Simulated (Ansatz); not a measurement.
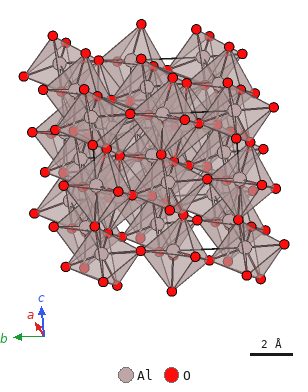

A defect cell of composition Al₅O₈, before the relaxation. Style: polyhedral. Shown: the cell of the calculation (origin shifted), from a free direction.

Computed with Ansatz 0.2.0, DFT PBEsol, scalar-relativistic, plane waves, PAW.

Settings: plane-wave cutoff 420 eV; k-point mesh 2 × 2 × 2; occupations gaussian; smearing width 0.02 eV; mesh shifted by (0.5, 0.5, 0.5); collinear spin; atoms relaxed in a fixed cell; force threshold 0.03 eV/Å; at most 40 steps.

```
CELL_PARAMETERS angstrom
-4.77386 -2.75619 4.33829
4.77386 -2.75619 4.33829
0.00000 5.51238 4.33829
ATOMIC_POSITIONS crystal
Al 0.64792 0.64792 0.14792
Al 0.64792 0.14792 0.64792
Al 0.14792 0.64792 0.64792
Al 0.35208 0.35208 0.35208
Al 0.85208 0.85208 0.35208
Al 0.85208 0.35208 0.85208
Al 0.35208 0.85208 0.85208
Al 0.64792 0.64792 0.64792
Al 0.14792 0.14792 0.64792
Al 0.14792 0.64792 0.14792
Al 0.64792 0.14792 0.14792
Al 0.85208 0.85208 0.85208
Al 0.35208 0.35208 0.85208
Al 0.35208 0.85208 0.35208
Al 0.85208 0.35208 0.35208
O 0.40293 0.59707 0.75000
O 0.90293 0.09707 0.75000
O 0.90293 0.59707 0.25000
O 0.39640 0.09692 0.24881
O 0.40293 0.25000 0.59707
O 0.90293 0.75000 0.59707
O 0.90269 0.25278 0.09114
O 0.40293 0.75000 0.09707
O 0.59707 0.75000 0.40293
O 0.09824 0.25311 0.40236
O 0.09707 0.75000 0.90293
O 0.59707 0.25000 0.90293
O 0.75000 0.40293 0.59707
O 0.25000 0.90293 0.59707
O 0.25349 0.39512 0.09822
O 0.75000 0.90293 0.09707
O 0.25000 0.59707 0.40293
O 0.75000 0.09707 0.40293
O 0.75000 0.59707 0.90293
O 0.25176 0.09318 0.90670
O 0.59707 0.40293 0.25000
O 0.09938 0.89840 0.24689
O 0.09707 0.40293 0.75000
O 0.59707 0.90293 0.75000
```

> What does the optimiser find from here?

The largest move is that of Al4, 0.21 Å along [−1 −1 −1]. By element the largest moves are Al 0.21 Å, O 0.20 Å. The cell stays as it was. Near-neighbour distances that change, for instance: Al9–O35 2.006 → 1.877 Å, Al10–O30 1.917 → 1.798 Å, Al4–O19 1.975 → 1.859 Å, Al13–O35 1.997 → 1.886 Å. Among the angles between lasting bonds that change: O19–Al4–O30 77.3° → 92.8°, O19–Al4–O25 78.9° → 92.8°, O19–Al4–O32 163.0° → 176.8°. Over 5 accepted moves (6 points after the start) the energy falls by 1.363 eV per cell of the calculation. The largest force component goes from 2.2 to 0.01 eV/Å. 1 step only repeated the SCF at the same geometry. Cost: 110 s on 8 threads of Arm Neoverse V1 (shared host), peak memory 1.8 GiB.

The end point in the same view:

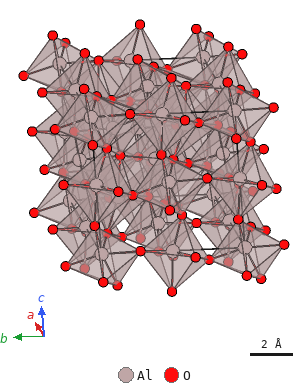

Limits of the set-up: the periodic images lie only 7.0 Å apart, so the values are limited by the cell's size.
